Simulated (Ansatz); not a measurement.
## Single-point calculation of C (part 3 of 3)

Continued. System: C (slab, 24 atoms in the cell). Method: DFT, PBEsol, plane waves, PAW, no spin polarisation (Ansatz 0.2.0); cutoff 420 eV, 14×5×1 k-mesh, cold smearing of 0.001 eV. The structure derives from a Materials Project entry.

Geometry of the input (Å; fractional positions):
```
2.4587  0.0000  0.0000
-1.2289  7.6289  0.0000
0.0000  0.0000  25.9065
C  0.6978  0.1461  0.2895
C  0.1978  0.6461  0.2895
C  0.6848  0.6202  0.3158
C  0.1848  0.1201  0.3158
C  0.1587  0.0681  0.3684
C  0.6587  0.5682  0.3684
C  0.1457  0.5422  0.3948
C  0.6457  0.0422  0.3948
C  0.6196  0.9902  0.4474
C  0.1196  0.4903  0.4474
C  0.6066  0.4643  0.4737
C  0.1065  0.9642  0.4737
C  0.0804  0.9123  0.5263
C  0.5805  0.4124  0.5263
C  0.0674  0.3864  0.5526
C  0.5674  0.8863  0.5526
C  0.5413  0.8344  0.6052
C  0.0413  0.3344  0.6052
C  0.5283  0.3085  0.6316
C  0.0283  0.8084  0.6316
C  0.0022  0.7565  0.6842
C  0.5022  0.2565  0.6842
C  0.9892  0.2305  0.7105
C  0.4892  0.7305  0.7105
```

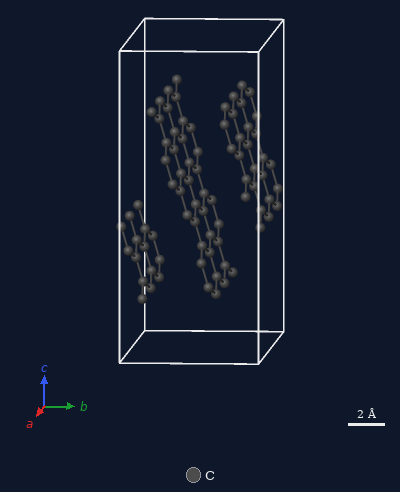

Fig. 1: The structure (ball-and-stick view of the 3 × 1 repeat of the cell, with the vacuum cut short, seen slightly off an axis). An atom can appear more than once, as a periodic image.

**Log, continued**
```
--- Forces (eV/Å), atoms counted from 1 ---
  atom   1  C     -0.00519408    -0.50972523     1.83076050
  atom   2  C     -0.00507830    -0.50944070     1.83072526
  atom   3  C      0.00517378     0.73847793    -2.69166391
  atom   4  C      0.00527502     0.73850965    -2.69160311
  atom   5  C     -0.00501531    -0.24574274     0.92307623
  atom   6  C     -0.00499257    -0.24593506     0.92308698
  atom   7  C      0.00335552     0.05201104    -0.20510851
  atom   8  C      0.00339976     0.05208486    -0.20508364
  atom   9  C     -0.00163134    -0.04060854     0.14287790
  atom  10  C     -0.00162749    -0.04066898     0.14286513
  atom  11  C      0.00183703     0.01407749    -0.07558505
  atom  12  C      0.00185101     0.01415754    -0.07555500
  atom  13  C     -0.00183724    -0.01407299     0.07557577
  atom  14  C     -0.00185030    -0.01415131     0.07553990
  atom  15  C      0.00163098     0.04061553    -0.14289646
  atom  16  C      0.00162781     0.04067867    -0.14289369
  atom  17  C     -0.00335529    -0.05202980     0.20517568
  atom  18  C     -0.00340110    -0.05210114     0.20514223
  atom  19  C      0.00501662     0.24571630    -0.92298628
  atom  20  C      0.00499255     0.24591093    -0.92301168
  atom  21  C     -0.00517064    -0.73844253     2.69152904
  atom  22  C     -0.00527676    -0.73846112     2.69144727
  atom  23  C      0.00519524     0.50971032    -1.83074801
  atom  24  C      0.00507590     0.50945020    -1.83069922
  max |Σ_I F_I| component: 3.26e-5 eV/Å
--- Stress (GPa, compression-positive) ---
        0.129917       0.005565       0.015676
        0.005565      -0.189360      -0.003834
        0.015676      -0.003834       0.168891
  P = ⅓ Tr σ = 0.0365 GPa (0.365 kbar)
--- Band table (eV; the first three rows and the last of 36) ---
  k-point 0: bands = ["-20.1590", "-20.0145", "-19.6295", "-19.5016", "-18.8109", "-18.7063", "-17.7244", "-17.6466", "-16.4023", "-16.3508", "-15.1454", "-15.1236", "-12.7407", "-12.7396", "-10.7948", "-10.7840", "-8.7939", "-8.6791", "-8.6642", "-8.1365", "-7.5853", "-7.1522", "-7.0521", "-6.9735", "-6.9734", "-6.5337", "-6.5241", "-6.4708", "-6.4708", "-6.2422", "-5.9042", "-5.7345", "-5.7344", "-5.2085", "-4.8772", "-4.8771", "-4.6389", "-4.6311", "-4.5430", "-4.1103", "-4.1102", "-4.0846", "-3.7554", "-3.7554", "-3.4699", "-3.3005", "-0.8300", "-0.7866", "-0.6331", "-0.5900", "1.6802", "1.6842", "3.0458", "3.3875", "3.3905", "3.8546", "4.9483", "5.2520", "5.3133", "5.5970", "5.6478", "6.5870", "6.6294", "6.7861", "6.8159", "6.8187", "7.1014", "7.1500", "7.3937", "7.4421", "7.5081", "7.6072"]
  k-point 1: bands = ["-20.1458", "-20.0289", "-19.6176", "-19.5142", "-18.8010", "-18.7165", "-17.7169", "-17.6539", "-16.3972", "-16.3555", "-15.1431", "-15.1254", "-12.7404", "-12.7394", "-10.7937", "-10.7849", "-8.7014", "-8.6761", "-8.6656", "-8.0490", "-7.7327", "-7.1762", "-7.0733", "-6.9736", "-6.9735", "-6.5335", "-6.5260", "-6.4708", "-6.4708", "-6.3351", "-5.8376", "-5.7344", "-5.7343", "-5.2709", "-4.8772", "-4.8770", "-4.6408", "-4.6321", "-4.4913", "-4.1181", "-4.1103", "-4.1101", "-3.7552", "-3.7551", "-3.4436", "-3.3030", "-0.8093", "-0.7660", "-0.6504", "-0.6081", "1.7037", "1.7050", "3.3210", "3.4052", "3.4056", "4.1197", "5.1280", "5.2602", "5.4081", "5.6813", "5.7941", "6.5512", "6.5870", "6.7180", "6.7762", "6.8174", "6.8210", "7.0914", "7.1450", "7.1921", "7.3508", "7.4885"]
  k-point 2: bands = ["-20.1106", "-20.0660", "-19.5863", "-19.5467", "-18.7751", "-18.7428", "-17.6973", "-17.6732", "-16.3840", "-16.3681", "-15.1373", "-15.1305", "-12.7397", "-12.7393", "-10.7907", "-10.7874", "-8.6740", "-8.6692", "-8.4383", "-8.0750", "-7.8068", "-7.4762", "-6.9737", "-6.9737", "-6.8593", "-6.5827", "-6.5310", "-6.5223", "-6.4708", "-6.4708", "-5.7345", "-5.7344", "-5.6615", "-5.4429", "-4.8771", "-4.8771", "-4.6390", "-4.6350", "-4.3647", "-4.2200", "-4.1101", "-4.1101", "-3.7551", "-3.7550", "-3.3823", "-3.3264", "-0.7575", "-0.7150", "-0.6970", "-0.6552", "1.7404", "1.7414", "3.4363", "3.4380", "4.1073", "4.8469", "5.2801", "5.2958", "5.3354", "5.7549", "5.9203", "5.9947", "6.2385", "6.3553", "6.5551", "6.8092", "6.8127", "6.8861", "6.9976", "7.0244", "7.1249", "7.1785"]
  k-point 35: bands = ["-15.8372", "-15.8151", "-15.7678", "-15.7448", "-15.3783", "-15.3540", "-15.3173", "-15.2912", "-14.9383", "-14.8841", "-14.0013", "-13.9554", "-13.3477", "-13.3372", "-13.3126", "-13.2998", "-12.2338", "-12.2189", "-12.2118", "-12.1939", "-11.3544", "-11.3459", "-11.3048", "-11.2956", "-8.9997", "-8.9984", "-8.8564", "-8.8528", "-7.9634", "-7.9591", "-7.6831", "-7.6743", "-7.3318", "-7.3236", "-3.7685", "-3.6213", "-3.4841", "-3.2928", "-3.2341", "-3.1291", "-3.0718", "-2.9664", "-2.7696", "-2.6695", "-1.1279", "-1.1147", "-1.0687", "-1.0552", "-0.2503", "-0.2039", "0.2835", "0.3016", "0.9023", "1.2440", "1.3291", "1.6616", "1.6996", "1.8284", "1.9432", "2.1045", "2.1082", "2.1902", "7.2098", "7.2920", "7.5285", "7.6069", "8.5371", "8.5999", "8.7292", "9.1134", "9.3978", "9.5426"]
```

**Summary**

| quantity | value |
| --- | --- |
| outcome | converged |
| electrons treated | 96 |
| free energy | −5906.4687 eV |
| Fermi energy | −0.765 eV |
| gap on the k-point mesh | none (metallic) |
| largest force (length of the vector) | 2.791 eV/Å |
| hardware | 2 threads of Intel Xeon @ 2.50GHz (Skylake/Cascade Lake), 189 GiB of memory available, shared host |
| wall time | 3.9 min (CPU time 7.6 min) |
| peak memory | 1.6 GiB |

Settings chosen away from the usual ones: scf.mixing.algorithm set to anderson; scf.mixing.beta set to 0.2; basis.ecutrho_ratio set to 9; scf.occupations.method set to cold (from gaussian); scf.occupations.width set to 0.001 (from 0.1).
